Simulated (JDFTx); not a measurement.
**A series of single points on CuI**

System: CuI (F-43m, 2 atoms in the cell).
Method: Kohn-Sham DFT of a periodic cell, PBEsol, PseudoDojo-SR-PBEsol-0.4.1-standard, no spin polarisation (JDFTx 1.7.0 (patched build)).

The 7 runs differ only in the geometry, by an even scaling of the cell at fixed fractional positions. The structure derives from an entry of the Crystallography Open Database.

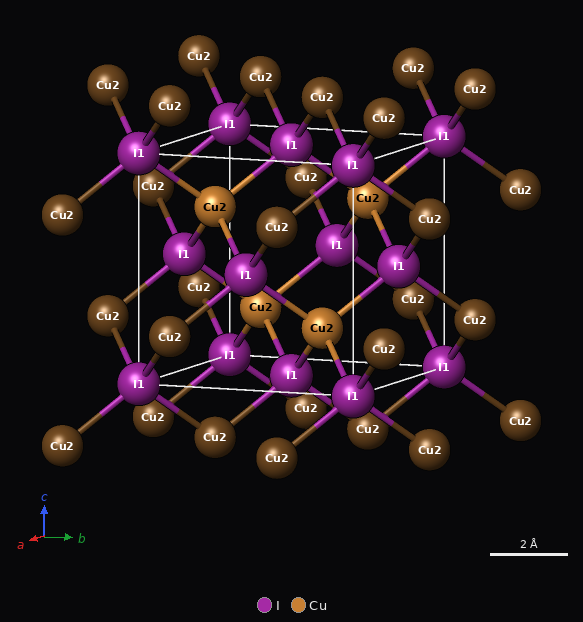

Figure 1. The structure of run 4 (ball-and-stick view of the cell 4 times as large as that of the calculation, set on its symmetry axes, seen slightly off an axis; neighbours outside the cell are drawn fainter; atoms are numbered from 1 in the order of the input). An atom can appear more than once, as a periodic image.

### Input of run 4
```
lattice \
    0.0000000000     5.7287047468     5.7287047468 \
    5.7287047468     0.0000000000     5.7287047468 \
    5.7287047468     5.7287047468     0.0000000000
coords-type Lattice
ion I      0.0000000000     0.0000000000     0.0000000000 1
ion Cu     0.7500000000     0.7500000000     0.7500000000 1

ion-species pseudo/I.upf
ion-species pseudo/Cu.upf
elec-cutoff 46 368
elec-ex-corr gga-PBEsol
kpoint-folding 8 8 8
elec-smearing Fermi 0.0018374661
elec-n-bands 19
electronic-SCF nIterations 100 energyDiffThreshold 1e-09
electronic-minimize nIterations 30 energyDiffThreshold 1e-7
forces-output-coords Cartesian

dump-name run.$VAR
dump End Ecomponents EigStats BandEigs Kpoints Forces Stress ElecDensity Dtot KEdensity
```

Command:
```bash
jdftx -c 1 -i CuI.in -o CuI.out
```

Lattice vectors (Å) and fractional positions of run 4:
```
   0.000000    3.031500    3.031500
   3.031500    0.000000    3.031500
   3.031500    3.031500    0.000000
I   0.000000  0.000000  0.000000
Cu  0.750000  0.750000  0.750000
```

Run 2 differs from it as follows:
```diff
-    0.0000000000     5.7287047468     5.7287047468 \
-    5.7287047468     0.0000000000     5.7287047468 \
-    5.7287047468     5.7287047468     0.0000000000
+    0.0000000000     5.6512803267     5.6512803267 \
+    5.6512803267     0.0000000000     5.6512803267 \
+    5.6512803267     5.6512803267     0.0000000000
```

### Results, with one run withheld

```tsv
run	volume per atom (Å³)	free energy per atom, from the lowest run given (meV)	pressure (GPa)	gap on the mesh (eV)
1	26.188	0.00	0.26	1.14
2	26.745	?	?	?
3	27.302	4.95	−1.63	1.03
4	27.859	11.95	−2.41	0.98
5	28.417	21.47	−3.09	0.93
6	28.974	33.21	−3.68	0.89
7	29.531	46.89	−4.20	0.85
```

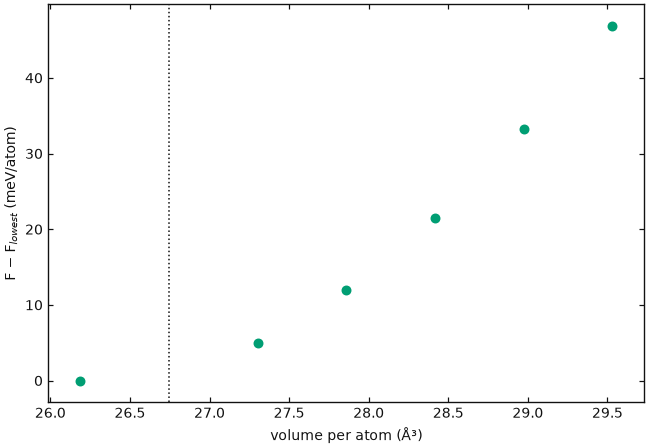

Figure 2. Free energy per atom of the runs given; the dotted line marks run 2.

Estimate the energy of run 2 from the others.

A cubic polynomial in V^(−2/3) (the Birch–Murnaghan form), fitted to the 6 runs given, misses them by at most 0.01 meV per atom. With x = V^(−2/3) − 0.10843 Å⁻², it reads F = 14.246 − 6237.3 x + 6.6142e+05 x² + 3.3972e+06 x³ (meV per atom). At run 2 it gives 0.84 meV per atom, and the run itself gives 0.83. The slope of the fit gives a pressure −dF/dV of −0.73 GPa there, and the run prints −0.74 GPa. The fit has its minimum at 26.331 Å³ per atom, where V d²F/dV² gives 48.9 GPa: the bulk modulus at this level, since symmetry fixes the shape and the positions. The gap on the mesh goes, without turning, from 1.14 eV in run 1 to 0.85 eV in run 7; run 2 has 1.08 eV. These are gaps of this functional on this mesh, which can miss the band edges; they aren't the measured gap.

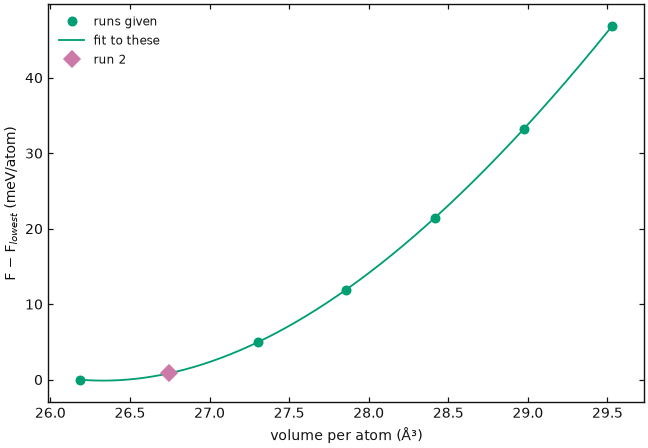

Figure 3. The fit and the withheld run.

### Some lines of the output (run 2)
```
[...]
unit cell volume = 360.97
     Etot =     -197.1097315680916324
        F =     -197.1097315754459487
	HOMO-LUMO gap: +0.039857
	Optical gap  : +0.039857 at state 0 ( [ +0.000000 +0.000000 +0.000000 ] spin 0 )
```
